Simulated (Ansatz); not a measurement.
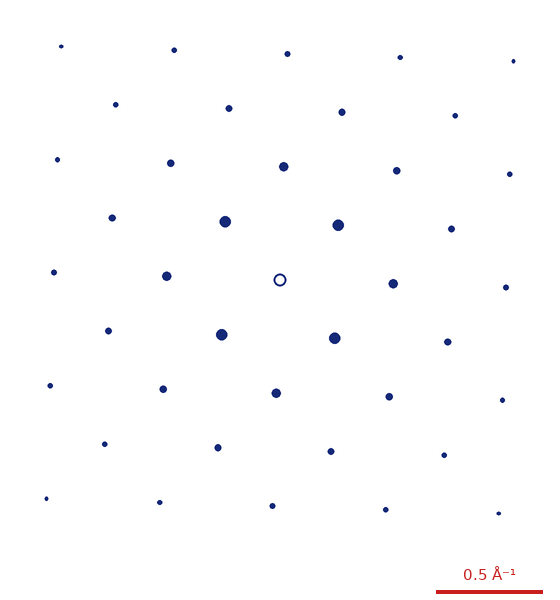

Simulated selected-area electron diffraction pattern (200 kV, kinematic approximation, thin crystal, B = 1 Å² for all atoms).

Candidate phases (model or computed cells):
A. Ti, space group P6/mmm (No. 191), a = 4.57 Å, c = 2.82 Å (hexagonal axes)
B. W, space group Fd-3m (No. 227), a = 5.858 Å
C. C, space group Im-3m (No. 229), a = 2.344 Å
D. Ti, space group Pm-3m (No. 221), a = 2.63 Å

Identify the phase and the zone axis.

Candidate D (Ti), along [001] or an equivalent direction. The spots form a square net with both shortest vectors at d = 2.63 Å, 90.0° apart. They index as 1 0 0 and 0 1 0; no zone of the other candidates with indices up to 3 has this net.
